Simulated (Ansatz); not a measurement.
System WS2 (space group P4_2/mnm, No. 136); source of the atomic positions: the end point of a relaxation with DFT, PBE, plane waves, PAW (Ansatz 0.2.0); the starting structure was generated, so it need not be a known form of this composition.

```
W S
1.0
     5.87589    0.00000    0.00000
     0.00000    5.87589    0.00000
     0.00000    0.00000    3.22932
W S
2 4
Direct
  0.00000 0.00000 0.00000
  0.50000 0.50000 0.50000
  0.28622 0.28622 0.00000
  0.21378 0.78622 0.50000
  0.78622 0.21378 0.50000
  0.71378 0.71378 0.00000
```

Describe how the polyhedra about W are linked (bonds: S–W below 2.7 Å).

W: WS6 octahedron, sharing corners with eight neighbours and edges with two neighbours.

They form a three-dimensional framework of corner- and edge-sharing octahedra.

Centre to centre across a shared corner: 4.46 Å; across a shared edge: 3.23 Å.

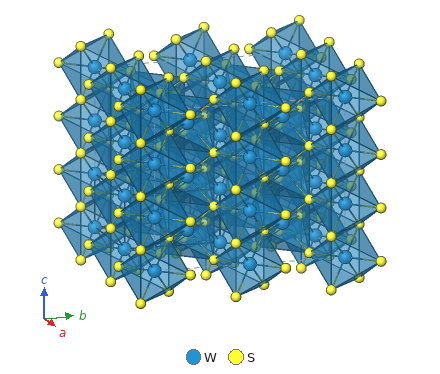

Polyhedra are drawn about W (bonds: S–W below 2.7 Å); other atoms are plain spheres.
